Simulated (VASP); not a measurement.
**Optical-spectrum calculation, with input and output: MgB2 (part 3 of 3)**

MgB2 (3 atoms in the cell); Kohn-Sham DFT of a periodic cell, LDA, VASP PAW LDA potentials, recommended, no spin polarisation (VASP 6.6.1); cutoff 520 eV, 20×20×16 k-mesh, fermi-dirac of 0.05 eV. The structure derives from an entry of the Crystallography Open Database.

Geometry of the input (Å; fractional positions):
```
3.0850  0.0000  0.0000
-1.5425  2.6717  0.0000
0.0000  0.0000  3.5230
Mg 0.0000  0.0000  0.0000
B  0.3333  0.6667  0.5000
B  0.6667  0.3333  0.5000
```

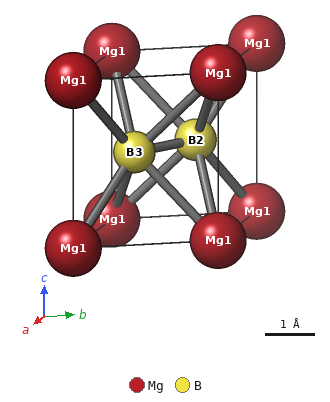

The structure as given in the input (ball-and-stick view of the cell of the calculation, seen slightly off an axis; atoms are numbered from 1 in the order of the input).

## Parts of OUTCAR, continued
```
  frequency dependent IMAGINARY DIELECTRIC FUNCTION (independent particle, no local field effects) current-current
     E(ev)      X         Y         Z        XY        YZ        ZX
  --------------------------------------------------------------------------------------------------------------
     0.00000    91.19315    91.19315    14.36080    -0.00000     0.00000     0.00000
     0.77684     3.97509     3.97509     1.49315     0.00000     0.00000     0.00000
     1.55368     5.78464     5.78464     0.84929     0.00000     0.00000    -0.00000
     2.33053    11.77030    11.77030     0.77629     0.00000     0.00000     0.00000
     3.10737     3.66073     3.66073     0.98786     0.00000     0.00000    -0.00000
     3.88421     1.90859     1.90859     2.15477    -0.00000     0.00000    -0.00000
     4.66105     2.95278     2.95278    16.77129     0.00000    -0.00000     0.00000
     5.43789     4.07808     4.07808    11.24568     0.00000    -0.00000    -0.00000
     6.21474     5.57921     5.57921     6.27092     0.00000    -0.00000    -0.00000
     6.99158    12.90673    12.90673     5.70800     0.00000    -0.00000    -0.00000
     7.76842     9.49894     9.49894     1.97289     0.00000    -0.00000     0.00000
     8.54526     6.20808     6.20808     5.88534     0.00000     0.00000     0.00000
     9.32210     2.82934     2.82934     3.05991     0.00000    -0.00000    -0.00000
    10.09895     2.49545     2.49545     2.41226     0.00000     0.00000     0.00000
    10.87579     2.01113     2.01113     2.74208     0.00000    -0.00000    -0.00000
    11.65263     1.77659     1.77659     1.50954    -0.00000    -0.00000     0.00000
    12.42947     1.34556     1.34556     1.40045    -0.00000    -0.00000     0.00000
    13.20631     0.93392     0.93392     1.32659    -0.00000    -0.00000     0.00000
    13.98316     1.01618     1.01618     1.16326     0.00000     0.00000     0.00000
    14.76000     0.61048     0.61048     0.66551     0.00000    -0.00000     0.00000
    15.53684     0.51373     0.51373     0.43123    -0.00000    -0.00000    -0.00000
    16.31368     0.57005     0.57005     0.40054    -0.00000    -0.00000     0.00000
    17.09052     0.40346     0.40346     0.36661    -0.00000    -0.00000     0.00000
    17.86737     0.35719     0.35719     0.30767    -0.00000    -0.00000    -0.00000
    18.64421     0.25751     0.25751     0.37026     0.00000     0.00000     0.00000
    19.42105     0.23748     0.23748     0.26031     0.00000    -0.00000    -0.00000
    20.19789     0.19845     0.19845     0.29261     0.00000     0.00000     0.00000
    20.97473     0.20838     0.20838     0.25156     0.00000     0.00000     0.00000
    21.75158     0.18886     0.18886     0.26681    -0.00000     0.00000     0.00000
    22.52842     0.16499     0.16499     0.19724    -0.00000    -0.00000     0.00000
    23.30526     0.15412     0.15412     0.21557    -0.00000     0.00000     0.00000
    24.08210     0.14112     0.14112     0.22341    -0.00000     0.00000     0.00000
    24.85895     0.12256     0.12256     0.21442     0.00000     0.00000     0.00000
    25.63579     0.12504     0.12504     0.17467     0.00000    -0.00000     0.00000
    26.41263     0.09990     0.09990     0.12744    -0.00000     0.00000    -0.00000
    27.18947     0.09596     0.09596     0.11168     0.00000     0.00000     0.00000
    27.96631     0.06443     0.06443     0.10103     0.00000    -0.00000    -0.00000
    28.74316     0.04694     0.04694     0.10535     0.00000     0.00000     0.00000
    29.52000     0.05017     0.05017     0.14228    -0.00000     0.00000    -0.00000
    30.29684     0.04639     0.04639     0.12219    -0.00000     0.00000     0.00000
    31.07368     0.06220     0.06220     0.12281     0.00000     0.00000    -0.00000
    31.85052     0.07552     0.07552     0.13635    -0.00000     0.00000     0.00000
    32.62737     0.06686     0.06686     0.12765     0.00000     0.00000    -0.00000
    33.40421     0.05546     0.05546     0.10078     0.00000    -0.00000    -0.00000
    34.18105     0.05151     0.05151     0.07698     0.00000     0.00000    -0.00000
    34.95789     0.03729     0.03729     0.05538     0.00000    -0.00000     0.00000
    35.73473     0.03799     0.03799     0.06814     0.00000     0.00000    -0.00000
    36.51158     0.03549     0.03549     0.04157    -0.00000     0.00000    -0.00000
    37.28842     0.03281     0.03281     0.05233     0.00000    -0.00000     0.00000
    38.06526     0.03842     0.03842     0.04273     0.00000     0.00000     0.00000
    38.84210     0.04266     0.04266     0.04720    -0.00000    -0.00000     0.00000
    39.61894     0.03943     0.03943     0.03528    -0.00000     0.00000     0.00000
    40.39579     0.03824     0.03824     0.03833     0.00000    -0.00000    -0.00000
    41.17263     0.03874     0.03874     0.03579     0.00000     0.00000    -0.00000
    41.94947     0.03904     0.03904     0.03949    -0.00000     0.00000    -0.00000
    42.72631     0.03370     0.03370     0.03209    -0.00000     0.00000    -0.00000
    43.50315     0.03187     0.03187     0.03136    -0.00000     0.00000     0.00000
    44.28000     0.02671     0.02671     0.03288     0.00000     0.00000    -0.00000
    45.05684     0.02481     0.02481     0.02321     0.00000     0.00000    -0.00000
    45.83368     0.02366     0.02366     0.02814    -0.00000    -0.00000    -0.00000
    46.61052     0.02503     0.02503     0.02704     0.00000     0.00000    -0.00000
    47.38736     0.02125     0.02125     0.02709     0.00000     0.00000     0.00000
    48.16421     0.01915     0.01915     0.02909    -0.00000    -0.00000    -0.00000
    48.94105     0.01638     0.01638     0.02446     0.00000    -0.00000    -0.00000
    49.71789     0.01448     0.01448     0.02235    -0.00000     0.00000     0.00000
    50.49473     0.01233     0.01233     0.02300     0.00000     0.00000    -0.00000
    51.27157     0.01245     0.01245     0.02104     0.00000    -0.00000    -0.00000
    52.04842     0.01091     0.01091     0.01557    -0.00000    -0.00000    -0.00000
    52.82526     0.00801     0.00801     0.01210    -0.00000     0.00000     0.00000
    53.60210     0.00716     0.00716     0.01270     0.00000     0.00000     0.00000
    54.37894     0.00717     0.00717     0.01040    -0.00000     0.00000    -0.00000
    55.15578     0.00450     0.00450     0.00907    -0.00000     0.00000     0.00000
    55.93263     0.00262     0.00262     0.00853     0.00000    -0.00000     0.00000
    56.70947     0.00214     0.00214     0.00593     0.00000     0.00000    -0.00000
    57.48631     0.00200     0.00200     0.00682     0.00000     0.00000     0.00000
    58.26315     0.00118     0.00118     0.00418    -0.00000    -0.00000     0.00000
    59.03999     0.00096     0.00096     0.00267     0.00000    -0.00000     0.00000
    59.81684     0.00076     0.00076     0.00275     0.00000    -0.00000     0.00000
    60.59368     0.00044     0.00044     0.00127     0.00000    -0.00000    -0.00000
    61.37052     0.00060     0.00060     0.00157    -0.00000    -0.00000     0.00000
    62.14736     0.00060     0.00060     0.00156     0.00000     0.00000    -0.00000
    62.92420     0.00013     0.00013     0.00031     0.00000     0.00000     0.00000
    63.70105     0.00005     0.00005     0.00010     0.00000     0.00000    -0.00000
    64.47789     0.00004     0.00004     0.00007     0.00000     0.00000    -0.00000
    65.25473     0.00003     0.00003     0.00006     0.00000     0.00000    -0.00000
    66.03157     0.00003     0.00003     0.00005     0.00000     0.00000    -0.00000
    66.80841     0.00003     0.00003     0.00004     0.00000     0.00000    -0.00000
    67.58526     0.00002     0.00002     0.00004     0.00000     0.00000    -0.00000
    68.36210     0.00002     0.00002     0.00003     0.00000     0.00000    -0.00000
    69.13894     0.00002     0.00002     0.00003     0.00000     0.00000    -0.00000
    69.91578     0.00002     0.00002     0.00003     0.00000     0.00000    -0.00000
    70.69263     0.00002     0.00002     0.00002     0.00000     0.00000    -0.00000
    71.46947     0.00001     0.00001     0.00002     0.00000     0.00000    -0.00000
    72.24631     0.00001     0.00001     0.00002     0.00000     0.00000    -0.00000
    73.02315     0.00001     0.00001     0.00002     0.00000     0.00000    -0.00000
    73.79999     0.00001     0.00001     0.00002     0.00000     0.00000    -0.00000
    74.57684     0.00001     0.00001     0.00002     0.00000     0.00000    -0.00000
    75.35368     0.00001     0.00001     0.00001     0.00000     0.00000    -0.00000
    76.13052     0.00001     0.00001     0.00001     0.00000     0.00000    -0.00000
    76.90736     0.00001     0.00001     0.00001     0.00000     0.00000    -0.00000

  frequency dependent      REAL DIELECTRIC FUNCTION (independent particle, no local field effects) current-current
     E(ev)        X           Y           Z          XY          YZ          ZX
  --------------------------------------------------------------------------------------------------------------
     0.00000    12.95535    12.95535     6.56978     0.00000     0.00000     0.00000
     0.77684     3.96179     3.96179     6.67864     0.00000     0.00000     0.00000
     1.55368     7.21615     7.21615     7.04465     0.00000     0.00000     0.00000
     2.33053     4.51454     4.51454     7.78851     0.00000    -0.00000    -0.00000
     3.10737     2.66846     2.66846     9.27835    -0.00000    -0.00000    -0.00000
     3.88421     4.35851     4.35851    13.46089     0.00000    -0.00000    -0.00000
     4.66105     7.00932     7.00932     5.34128     0.00000    -0.00000    -0.00000
     5.43789     5.55070     5.55070    -6.02150    -0.00000    -0.00000     0.00000
     6.21474     9.58611     9.58611     0.15193    -0.00000    -0.00000     0.00000
     6.99158     4.05623     4.05623    -4.70196    -0.00000    -0.00000     0.00000
     7.76842    -3.62137    -3.62137    -0.72898     0.00000     0.00000     0.00000
     8.54526    -3.89709    -3.89709     0.35899     0.00000    -0.00000     0.00000
     9.32210    -2.18006    -2.18006    -1.52058     0.00000    -0.00000    -0.00000
    10.09895    -2.15489    -2.15489    -1.46559    -0.00000    -0.00000    -0.00000
    10.87579    -1.93724    -1.93724    -1.39878    -0.00000    -0.00000    -0.00000
    11.65263    -1.30000    -1.30000    -1.30898    -0.00000     0.00000     0.00000
    12.42947    -1.53775    -1.53775    -0.69458    -0.00000     0.00000    -0.00000
    13.20631    -0.98276    -0.98276    -1.00338    -0.00000    -0.00000    -0.00000
    13.98316    -0.76193    -0.76193    -0.83007    -0.00000     0.00000    -0.00000
    14.76000    -0.72379    -0.72379    -0.69086    -0.00000    -0.00000    -0.00000
    15.53684    -0.36064    -0.36064    -0.42288    -0.00000    -0.00000     0.00000
    16.31368    -0.36270    -0.36270    -0.18308    -0.00000    -0.00000     0.00000
    17.09052    -0.16856    -0.16856     0.01635    -0.00000     0.00000    -0.00000
    17.86737    -0.11482    -0.11482     0.02143    -0.00000     0.00000    -0.00000
    18.64421     0.01337     0.01337     0.21254    -0.00000     0.00000    -0.00000
    19.42105     0.07639     0.07639     0.22782    -0.00000     0.00000     0.00000
    20.19789     0.17177     0.17177     0.33808    -0.00000    -0.00000    -0.00000
    20.97473     0.23977     0.23977     0.30589    -0.00000     0.00000    -0.00000
    21.75158     0.31008     0.31008     0.39270    -0.00000     0.00000    -0.00000
    22.52842     0.34488     0.34488     0.41032    -0.00000     0.00000    -0.00000
    23.30526     0.37538     0.37538     0.46340    -0.00000     0.00000    -0.00000
    24.08210     0.41219     0.41219     0.49607    -0.00000     0.00000    -0.00000
    24.85895     0.45236     0.45236     0.47929     0.00000     0.00000    -0.00000
    25.63579     0.46661     0.46661     0.47523    -0.00000    -0.00000    -0.00000
    26.41263     0.50503     0.50503     0.51522    -0.00000    -0.00000    -0.00000
    27.18947     0.51703     0.51703     0.57543    -0.00000    -0.00000    -0.00000
    27.96631     0.54470     0.54470     0.61127    -0.00000     0.00000    -0.00000
    28.74316     0.59427     0.59427     0.65007    -0.00000     0.00000    -0.00000
    29.52000     0.62373     0.62373     0.66642    -0.00000     0.00000    -0.00000
    30.29684     0.65359     0.65359     0.64848    -0.00000    -0.00000    -0.00000
    31.07368     0.68100     0.68100     0.67507    -0.00000    -0.00000    -0.00000
    31.85052     0.68650     0.68650     0.66876     0.00000     0.00000    -0.00000
    32.62737     0.68531     0.68531     0.66826    -0.00000     0.00000    -0.00000
    33.40421     0.69821     0.69821     0.66107    -0.00000     0.00000    -0.00000
    34.18105     0.71148     0.71148     0.67656    -0.00000    -0.00000     0.00000
    34.95789     0.72635     0.72635     0.70472    -0.00000     0.00000    -0.00000
    35.73473     0.74140     0.74140     0.71705    -0.00000    -0.00000    -0.00000
    36.51158     0.75202     0.75202     0.72325    -0.00000    -0.00000    -0.00000
    37.28842     0.77293     0.77293     0.75418    -0.00000    -0.00000    -0.00000
    38.06526     0.78304     0.78304     0.75802    -0.00000     0.00000     0.00000
    38.84210     0.78801     0.78801     0.76119    -0.00000     0.00000    -0.00000
    39.61894     0.79116     0.79116     0.77713    -0.00000     0.00000    -0.00000
    40.39579     0.79130     0.79130     0.78862    -0.00000    -0.00000    -0.00000
    41.17263     0.80219     0.80219     0.80002    -0.00000     0.00000    -0.00000
    41.94947     0.80852     0.80852     0.79869    -0.00000     0.00000    -0.00000
    42.72631     0.81112     0.81112     0.80635    -0.00000     0.00000    -0.00000
    43.50315     0.81356     0.81356     0.81631    -0.00000     0.00000    -0.00000
    44.28000     0.82391     0.82391     0.81814    -0.00000     0.00000    -0.00000
    45.05684     0.82619     0.82619     0.82928    -0.00000     0.00000    -0.00000
    45.83368     0.83357     0.83357     0.83166    -0.00000     0.00000    -0.00000
    46.61052     0.83728     0.83728     0.84300    -0.00000     0.00000    -0.00000
    47.38736     0.83896     0.83896     0.84307    -0.00000     0.00000     0.00000
    48.16421     0.84479     0.84479     0.84774    -0.00000    -0.00000    -0.00000
    48.94105     0.84971     0.84971     0.85018    -0.00000     0.00000    -0.00000
    49.71789     0.85383     0.85383     0.85267    -0.00000     0.00000    -0.00000
    50.49473     0.85921     0.85921     0.85889    -0.00000    -0.00000    -0.00000
    51.27157     0.86368     0.86368     0.85813    -0.00000    -0.00000    -0.00000
    52.04842     0.86491     0.86491     0.86030    -0.00000    -0.00000     0.00000
    52.82526     0.86910     0.86910     0.86478    -0.00000     0.00000     0.00000
    53.60210     0.87468     0.87468     0.86952    -0.00000     0.00000    -0.00000
    54.37894     0.87785     0.87785     0.87419    -0.00000    -0.00000    -0.00000
    55.15578     0.88055     0.88055     0.87903    -0.00000    -0.00000    -0.00000
    55.93263     0.88524     0.88524     0.88145    -0.00000    -0.00000    -0.00000
    56.70947     0.88953     0.88953     0.88389    -0.00000    -0.00000    -0.00000
    57.48631     0.89335     0.89335     0.88809    -0.00000    -0.00000    -0.00000
    58.26315     0.89649     0.89649     0.89023    -0.00000    -0.00000    -0.00000
    59.03999     0.90001     0.90001     0.89457    -0.00000    -0.00000    -0.00000
    59.81684     0.90299     0.90299     0.89788    -0.00000     0.00000    -0.00000
    60.59368     0.90606     0.90606     0.90147    -0.00000     0.00000    -0.00000
    61.37052     0.90897     0.90897     0.90471    -0.00000     0.00000    -0.00000
    62.14736     0.91133     0.91133     0.90712    -0.00000     0.00000    -0.00000
    62.92420     0.91385     0.91385     0.90982    -0.00000     0.00000    -0.00000
    63.70105     0.91635     0.91635     0.91294    -0.00000     0.00000    -0.00000
    64.47789     0.91869     0.91869     0.91564    -0.00000     0.00000    -0.00000
    65.25473     0.92089     0.92089     0.91811    -0.00000     0.00000    -0.00000
    66.03157     0.92298     0.92298     0.92041    -0.00000     0.00000    -0.00000
    66.80841     0.92497     0.92497     0.92259    -0.00000     0.00000    -0.00000
    67.58526     0.92687     0.92687     0.92465    -0.00000     0.00000    -0.00000
    68.36210     0.92869     0.92869     0.92662    -0.00000     0.00000    -0.00000
    69.13894     0.93044     0.93044     0.92849    -0.00000     0.00000    -0.00000
    69.91578     0.93212     0.93212     0.93028    -0.00000     0.00000    -0.00000
    70.69263     0.93373     0.93373     0.93199    -0.00000     0.00000    -0.00000
    71.46947     0.93528     0.93528     0.93363    -0.00000     0.00000    -0.00000
    72.24631     0.93677     0.93677     0.93521    -0.00000     0.00000    -0.00000
    73.02315     0.93821     0.93821     0.93673    -0.00000     0.00000    -0.00000
    73.79999     0.93960     0.93960     0.93818    -0.00000     0.00000    -0.00000
    74.57684     0.94093     0.94093     0.93959    -0.00000     0.00000    -0.00000
    75.35368     0.94223     0.94223     0.94094    -0.00000     0.00000    -0.00000
    76.13052     0.94347     0.94347     0.94225    -0.00000     0.00000    -0.00000
    76.90736     0.94468     0.94468     0.94351    -0.00000     0.00000    -0.00000
```

## CONTCAR
```
MgB2
   1.00000000000000
     3.0850000000000000    0.0000000000000000    0.0000000000000000
    -1.5425000000000000    2.6716883707000001    0.0000000000000000
     0.0000000000000000    0.0000000000000000    3.5230000000000001
  Mg              B
     1     2
Direct
     0.0000000000000000    0.0000000000000000    0.0000000000000000
     0.3333333332999970    0.6666666667000030    0.5000000000000000
     0.6666666667000030    0.3333333332999970    0.5000000000000000

  0.00000000E+00  0.00000000E+00  0.00000000E+00
  0.00000000E+00  0.00000000E+00  0.00000000E+00
  0.00000000E+00  0.00000000E+00  0.00000000E+00
```

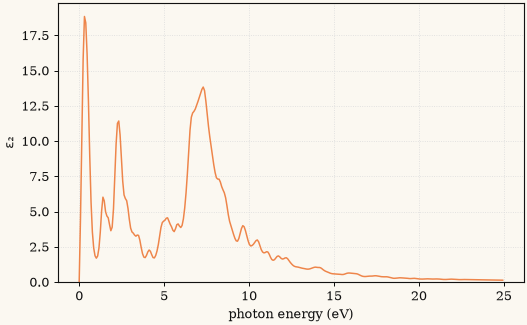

Imaginary part of the dielectric function (first component that the program prints). The highest peak, 18.8, lies at 0.31 eV.

## Summary

- outcome: converged
- space group (tolerance 0.01 Å): P6/mmm (191)
- electrons treated: 8
- free energy: −17.2498 eV
- Fermi energy of the self-consistent step: 5.179 eV
- gap on the k-point mesh: none (metallic)
- pressure: −8.19 GPa
- largest force (length of the vector): under 0.001 eV/Å
- wall time: 2.7 min
- peak memory: 0.53 GiB

The cell is under a tension of 8.2 GPa at this level, so it is not at its equilibrium volume.
